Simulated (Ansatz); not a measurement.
Single-point calculation of WSi2

The run: single-point calculation of WSi2 (slab, 9 atoms in the cell). Method and program: DFT PBE, scalar-relativistic, plane waves, PAW, no spin polarisation (Ansatz 0.2.0).

The structure derives from a Materials Project entry. It belongs to a series of runs on one base structure; here: (0 0 1) slab cut from the bulk. Figures and captions count atoms from 1; the log counts them from 0 in places.

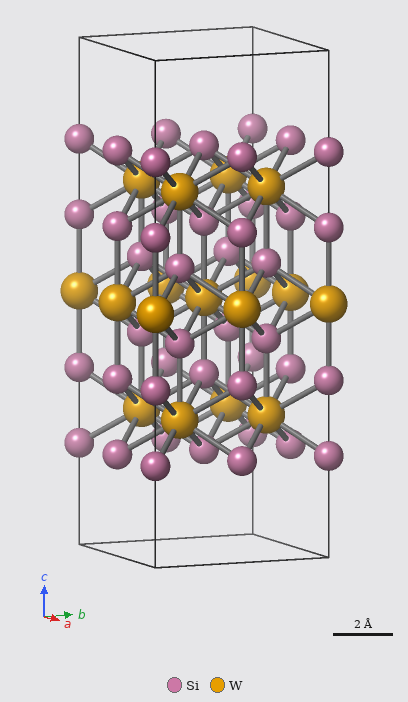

The structure as given in the input (ball-and-stick view of the 2 × 2 repeat of the cell, with the vacuum cut short, seen slightly off an axis).

**Results in brief**

- outcome: converged
- electrons treated: 66
- free energy: −34969.1073 eV
- work function, top face: 4.52 eV
- work function, bottom face: 4.52 eV
- Fermi energy: 5.173 eV
- gap on the k-point mesh: none (metallic)
- work function (upper face): 4.52 eV
- largest force (length of the vector): 0.402 eV/Å
- hardware: 4 threads of Arm Neoverse V2, 128 GiB of memory available, shared host
- wall time: 8 s (CPU time 30 s)
- peak memory: 0.68 GiB

**Remarks**

Warnings of the run: the exchange-correlation potential is rough where the density is thin. Spin–orbit coupling is left out, which matters for W.

**Input**
```yaml
crystal:
  lattice:
    - [3.2291363681, 0.0, 0.0]
    - [0.0, 3.2291363681, 0.0]
    - [0.0, 0.0, 25.469739602]
  atoms:
    - { symbol: Si, position: [0.0, 0.0, 0.2944670859] }
    - { symbol: W, position: [0.5, 0.5, 0.3455629161] }
    - { symbol: Si, position: [0.0, 0.0, 0.3966587462] }
    - { symbol: Si, position: [0.5, 0.5, 0.4489041699] }
    - { symbol: W, position: [0.0, 0.0, 0.5] }
    - { symbol: Si, position: [0.5, 0.5, 0.5510958301] }
    - { symbol: Si, position: [0.0, 0.0, 0.6033412538] }
    - { symbol: W, position: [0.5, 0.5, 0.6544370839] }
    - { symbol: Si, position: [0.0, 0.0, 0.7055329141] }
basis:
  ecutwfc: 420
kpoints:
  mp_grid: { grid: [11, 11, 1] }
hamiltonian:
  xc: pbe
scf:
  occupations: { method: gaussian, width: 0.1 }
output:
  forces: true
  stress: true
  eigenvalues: true
  write_density: true
  write_potential: true
  elf: true
  volumetric_format: npy
efield:
  axis: 3
  dipole_correction: true
  ramp_width: 0.04
```

Run as:
```bash
ansatz run input.yaml --threads 4 --pin off --max-ram 8192MiB --backend cpu --events-out ev --progress --plain --runs-dir out
```

**Log**
```
Engine: ansatz 0.2.0, aarch64-unknown-linux-gnu
Pseudopotentials: kind: paw
Pseudopotential: Si, paw, valence charge 4, recommended cutoff 420 eV (normal), Si.paw.azcp
Pseudopotential: W, paw, valence charge 14, recommended cutoff 420 eV (normal), W.paw.azcp
Functional definition: PBE
  parameter kappa = 0.804
  parameter beta = 0.06672455060314922
  exchange = pbe_x(kappa = kappa, mu = beta*pi^2/3)
  correlation = pbe_c(beta = beta)
Crystal: 9 atoms, lattice volume = 265.581 Å³
Basis set: ecut = 420 eV, 5221 PW (Γ), exchange–correlation on 48×48×360 points (8 copies of the dense FFT grid, shifted against one another)
Bands: 42, of which v1, the nominal top of the filled ones, is band 33 counted from 1 (32 counted from 0)
Symmetry: 8 space group operations
k-points: 21 of 121
Non-local potential: Si, projectors of the file, l = 0: 2, l = 1: 2, l = 2: 2
Non-local potential: W, projectors of the file, l = 0: 3, l = 1: 2, l = 2: 2, l = 3: 1
PAW form: soft (Blöchl's): semilocal exchange-correlation on the pseudo side does not see the compensation charge
PAW one-centre angular grid: Si, 110 points (default); XC on 64 Gauss nodes
PAW one-centre angular grid: W, 590 points (default); XC on 64 Gauss nodes
Initial density: superposition of atomic densities (neutral atoms: chi_scale 0, normalization atom), corrected by the library's trained network
Initial wavefunctions: pseudopotential atomic-orbital guess
Functional: x = pbe(κ = 0.804, μ = 0.2195149727645171), c = pbe(β = 0.06672455060314922)
SCF iter   1: F=—  HF=-34969.121001 eV  |F-HF|=—  |Δ(HF+E_count)|=         —  Δρ=4.40e-3  dr2=3.57e-1  ethr=1.77e-3  p=-0.000 e·Å  D=-5.91e-14 V/Å  ΔV_dip=0.00 eV  dr2_dipole=3.96e-8  V_vac-E_F(+/−)=4.97/4.97 eV  ⟨swp⟩=10.3  Hψ=5211  notcnv=0
efield: sawtooth ramp at fractional position 0.9800 (placed from the atoms, in the widest stretch of the axis that holds none; the zero of the levels goes with the place), width 0.0400; the density the first Hamiltonian is built on has a dipole p = -0.000 e·Å; the dipole correction subtracts the counter field D = -5.91e-14 V/Å, which shifts the + side's vacuum level by +0.00 eV against the − side's; the planar-averaged density in the ramp window peaks in size at 3.5e-5 e/Å³
preconditioner: auto → LDOS  [metal: Δε(μ)=0.055 eV  Ē_g=6.817 eV  σ=0.100 eV  W_gap=0.30  n_scr=44 (ndim 8)  ℏωp=14.8 eV  f_vac=0.450  D(μ)=4.21/eV (n_scr^D=12)  β→1.0]
SCF iter   2: F=—  HF=-34969.108229 eV  |F-HF|=—  |Δ(HF+E_count)|=   1.28e-2  Δρ=1.25e-3  dr2=1.72e-2  ethr=5.41e-4  p=-0.000 e·Å  D=-1.14e-5 V/Å  ΔV_dip=0.00 eV  dr2_dipole=4.01e-8  V_vac-E_F(+/−)=4.57/4.57 eV  ⟨swp⟩=1.8  Hψ=1088  notcnv=0  defer=23
SCF iter   3: F=—  HF=-34969.107196 eV  |F-HF|=—  |Δ(HF+E_count)|=   1.03e-3  Δρ=3.88e-4  dr2=9.62e-4  ethr=2.60e-5  p=-0.000 e·Å  D=-7.89e-7 V/Å  ΔV_dip=0.00 eV  dr2_dipole=4.98e-9  V_vac-E_F(+/−)=4.55/4.55 eV  ⟨swp⟩=2.3  Hψ=1280  notcnv=0  defer=23
SCF iter   4: F=—  HF=-34969.107238 eV  |F-HF|=—  |Δ(HF+E_count)|=   4.20e-5  Δρ=1.40e-4  dr2=1.48e-4  ethr=1.46e-6  p=-0.000 e·Å  D=-1.34e-6 V/Å  ΔV_dip=0.00 eV  dr2_dipole=1.65e-9  V_vac-E_F(+/−)=4.54/4.54 eV  ⟨swp⟩=3.0  Hψ=1591  notcnv=0  defer=23
SCF iter   5: F=—  HF=-34969.107235 eV  |F-HF|=—  |Δ(HF+E_count)|=   3.11e-6  Δρ=5.34e-5  dr2=2.30e-5  ethr=2.24e-7  p=-0.000 e·Å  D=-5.37e-7 V/Å  ΔV_dip=0.00 eV  dr2_dipole=4.36e-10  V_vac-E_F(+/−)=4.53/4.53 eV  ⟨swp⟩=2.3  Hψ=1350  notcnv=0  defer=23
SCF iter   6: F=—  HF=-34969.107307 eV  |F-HF|=—  |Δ(HF+E_count)|=   7.27e-5  Δρ=1.31e-5  dr2=6.65e-7  ethr=3.48e-8  p=-0.000 e·Å  D=-2.28e-8 V/Å  ΔV_dip=0.00 eV  dr2_dipole=1.98e-11  V_vac-E_F(+/−)=4.53/4.53 eV  ⟨swp⟩=2.2  Hψ=1324  notcnv=0  defer=21
SCF iter   7: F=-34969.107308 eV  HF=-34969.107308 eV  |F-HF|=3.23e-8  |Δ(HF+E_count)|=   5.57e-7  Δρ=3.27e-6  dr2=5.60e-8  ethr=1.52e-10  p=0.000 e·Å  D=6.44e-9 V/Å  ΔV_dip=-0.00 eV  dr2_dipole=1.24e-14  V_vac-E_F(+/−)=4.53/4.53 eV  ⟨swp⟩=23.2  Hψ=9263  notcnv=0
SCF 1 converged in 7 iterations: F = -34969.107308 eV  dr2 = 5.60e-8
  greatest PAW one-centre occupation: 1.000 electrons in one spin orbital (limit 2), on the W atom at site 1 (counted from 0), in its partial waves of l = 0
WARN: The output density's exchange-correlation potential varies sharply where the density is thin. Do not read a vacuum level from v_tot or v_xc, or from such a field of the output density. On a cell that repeats whose density bears no net charge and no dipole along the vacuum's axis use v_es (v_loc + v_h of the components); under efield.dipole_correction with no amplitude use v_es + v_field, which holds any external_charges[].barrier, or the levels of the report's work_function block, which leave it out; under a non-zero efield.amplitude the vacuum is tilted and has no level; on a cell that repeats and bears such a dipole with no correction it is tilted too, and efield.dipole_correction with no amplitude gives each side of its ramp a level where efield: is served; in a cell that repeats whose density bears a net charge (total_charge, or a fill off its count) it is curved and has none; of a slab under crystal.periodic whose density bears no net charge use v_es, which has a level on each side, short of where the two are joined; of another it falls or rises all the way out and has none; of a slab beside external_charges read slab_vacuum_level instead, which it has where they leave it neutral. The grid or the basis barely resolves most such structure, and the values can differ between equally converged runs; as a rule a tighter scf.convergence.dr2_threshold does not remove it. Where the density itself ripples (under the LDA too) a higher basis.ecutwfc lessens it. The files hold the spikes' plane waves up to the density's cutoff. Files: v_tot_of_output_density and the like, and their columns of v_z.tsv (output.write_potential); v_xc_of_output_density and the like, and their columns of v_comp_z.tsv (output.write_potential_components). Measured: with its Gaussian average of σ = 0.25 Å subtracted twice, the exchange-correlation potential is over 0.1 eV at 2 of the grid points where the equally averaged density (valence and model cores) is under 1e-3 e/Å³, and 0.101 eV at the most among them, at an averaged density of 8.2e-9 e/Å³. The input density's (outcome.potential() and, of a run that writes arrays, v_tot and v_xc) is over 0.1 eV, so measured, at 67 points of its own thin density, 0.155 eV at the most. See output.write_potential in the manual, Limitations
SCF converged after 7 iterations
Free energy (F): -34969.107308 eV
Harris-Foulkes:  -34969.107308 eV  (|F-HF|=3.23e-8)
Internal energy: -34969.080861 eV  (E = F + TS)
E sigma→0 (E₀):  -34969.094084 eV
Entropy (-TS):   -0.026447 eV (-2.939 meV/atom)
Fermi energy:    5.172680 eV
Dipole field:    D = -0.000000 V/Å  (p = -0.000000 e·Å, saw-weighted, corrected)
Work function:   Φ+ = 4.5248 eV   Φ− = 4.5248 eV
Levels:          The Fermi level and band energies are counted from a zero that moves with the ramp; work functions are not
--- Per-component energies (eV) ---
  E_band       = -979.337553
  E_kinetic    = 1608.687167
  E_local      = -50673.112510  (includes V_loc(G=0)·N_el)
  E_nonlocal   = 154.489366
  E_hartree    = 24663.479431
  E_xc         = -1138.383258
  E_vxc        = -1005.603996  (∫ρ·V_xc dr)
  E_paw        = -28763.981446  (= ΣΔE_a)
  E_vpaw       = -390.719988  (= ΣTr[D̂ρ^β])
  E_aug_tail   = -0.000188  (compensation charges beyond the density's cutoff)
  E_efield     = 0.000000  (sawtooth field / dipole correction)
  E_vefield    = 0.000000  (∫n·V_field dr)
  E_ewald      = 19179.740577
  E_smearing   = -0.026447  (= −TS)
  E_closure    = 0.000000  (closes the sum)
  Σ components = -34969.107308   (vs F -34969.107308, Δ=0.00e0)
--- Forces (eV/Å), atoms counted from 1 ---
  atom   1  Si    -0.00000000     0.00000000     0.32461035
  atom   2  W     -0.00000000     0.00000000     0.20658416
  atom   3  Si    -0.00000000     0.00000000    -0.29664132
  atom   4  Si     0.00000000     0.00000000    -0.40159543
  atom   5  W      0.00000000     0.00000000    -0.00000287
  atom   6  Si    -0.00000000     0.00000000     0.40159613
  atom   7  Si     0.00000000     0.00000000     0.29664301
  atom   8  W      0.00000000     0.00000000    -0.20658345
  atom   9  Si     0.00000000     0.00000000    -0.32461086
  max |Σ_I F_I| component: 2.70e-7 eV/Å
--- Stress (GPa, compression-positive) ---
       -1.208439       0.000000      -0.000000
        0.000000      -1.208439       0.000000
        0.000000       0.000000      -1.458107
  P = ⅓ Tr σ = -1.2917 GPa (-12.917 kbar)
--- Band table (eV; the first three rows and the last of 21) ---
  k-point 0: bands = ["-68.5196", "-68.5196", "-68.4715", "-32.8048", "-32.8042", "-32.7673", "-32.7673", "-32.7673", "-32.7673", "-32.7567", "-32.7486", "-32.7486", "-8.2987", "-7.4543", "-5.8903", "-4.7983", "-3.0727", "-0.8263", "-0.2225", "1.6851", "1.9282", "2.0689", "2.7564", "2.7937", "2.7937", "3.0797", "3.4901", "3.4901", "4.6615", "4.6615", "5.7339", "5.7339", "5.8601", "5.9810", "6.0563", "6.0779", "6.1166", "7.0580", "7.0580", "8.0207", "8.0457", "8.0457"]
  k-point 1: bands = ["-68.5191", "-68.5191", "-68.4710", "-32.8030", "-32.8024", "-32.7836", "-32.7836", "-32.7658", "-32.7658", "-32.7651", "-32.7548", "-32.7471", "-8.1684", "-7.3319", "-5.7467", "-4.6976", "-2.9894", "-0.8102", "-0.1331", "1.4699", "1.7412", "2.0715", "2.3020", "2.7835", "2.8694", "2.9945", "3.3937", "3.5146", "4.4263", "4.6961", "5.1347", "5.4088", "5.4291", "5.6465", "5.8187", "6.2482", "6.7206", "6.9446", "7.5695", "7.7509", "8.1296", "8.7535"]
  k-point 2: bands = ["-68.5176", "-68.5176", "-68.4695", "-32.8272", "-32.8272", "-32.8094", "-32.7980", "-32.7973", "-32.7617", "-32.7617", "-32.7499", "-32.7430", "-7.7838", "-6.9730", "-5.3295", "-4.4021", "-2.7659", "-0.8869", "0.0917", "0.5380", "0.9857", "1.9254", "2.0278", "2.6757", "3.0283", "3.0751", "3.1330", "3.4835", "3.9289", "4.4311", "4.4600", "4.6748", "4.9558", "5.6161", "5.6499", "6.3095", "6.9323", "7.0475", "7.4354", "8.0885", "8.6515", "8.8328"]
  k-point 20: bands = ["-68.5061", "-68.5061", "-68.4579", "-32.9382", "-32.9382", "-32.9378", "-32.9378", "-32.9212", "-32.9208", "-32.7616", "-32.7616", "-32.7133", "-4.1249", "-3.8788", "-3.8204", "-1.8931", "-1.4222", "-1.2995", "-0.8445", "-0.3893", "-0.0853", "0.5954", "1.0493", "1.4609", "1.5252", "1.5431", "1.5768", "2.5634", "2.7772", "3.0174", "3.3474", "3.3862", "3.8324", "5.1336", "6.3744", "7.2989", "7.9848", "8.1012", "8.1281", "8.2629", "8.3713", "8.7261"]
```

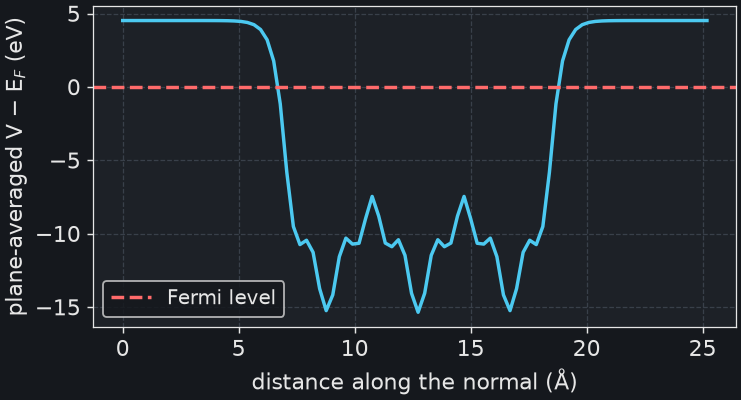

Plane average of the electrostatic potential energy of an electron across the cell, from the Fermi level. The vacuum level lies 4.52 eV above the Fermi level.

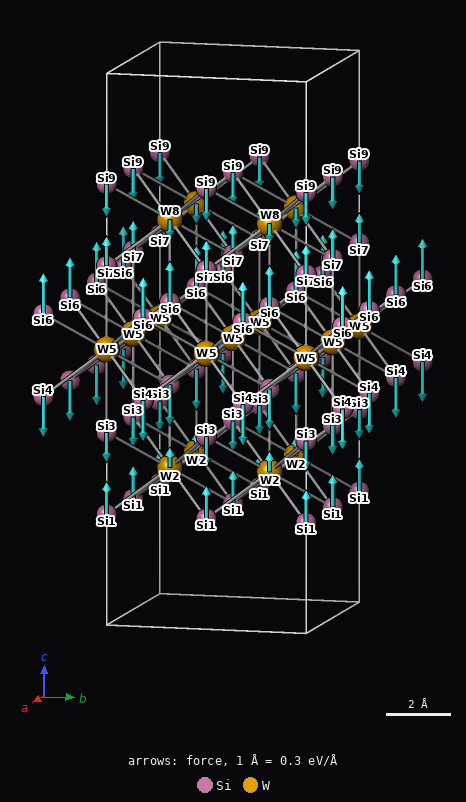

Forces on the atoms as teal arrows (ball-and-stick view of the 2 × 2 repeat of the cell, with the vacuum cut short, seen slightly off an axis; bonded neighbours outside the cell are drawn too; atoms are numbered from 1 in the order of the input). The largest act on Si4, Si6 (0.40 eV/Å); Si1, Si9 (0.32 eV/Å); Si3, Si7 (0.30 eV/Å); W2, W8 (0.21 eV/Å). The geometry is not a stationary point of this energy.

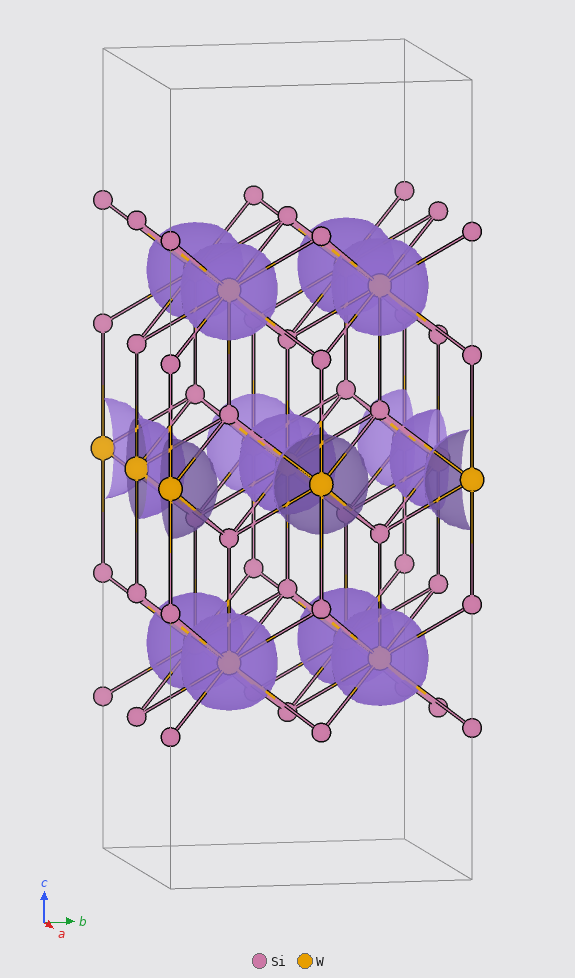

Isosurface of the valence electron density at 0.6 e/Å³ (purple), seen slightly off an axis. Sticks mark near contacts. At this value the density breaks into separate islands; it holds about 45 % of the electrons treated as valence (semicore included). It is pinched off along the Si–W (2.63 Å) contacts. On the grid the lowest density along these lines, outside the cores, is 0.4 e/Å³ (Si–W, 2.63 Å). In a PAW calculation such maps are meaningful between the atoms, not at the nuclei.

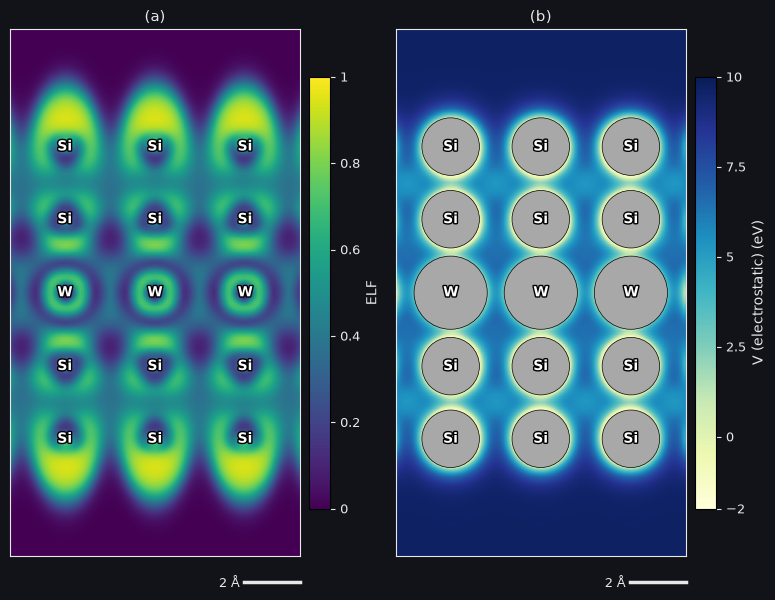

(a) electron localisation function; (b) electrostatic potential (local pseudopotential plus Hartree) felt by an electron on the (010) plane of the calculation cell, a cut from vacuum to vacuum. Grey discs, where drawn, cover atomic cores. Si–W (2.63 Å): the ELF is about 0.45 at the midpoint. The strong features right at W lie inside the PAW spheres (semicore, d or f shells) and say nothing about bonding.
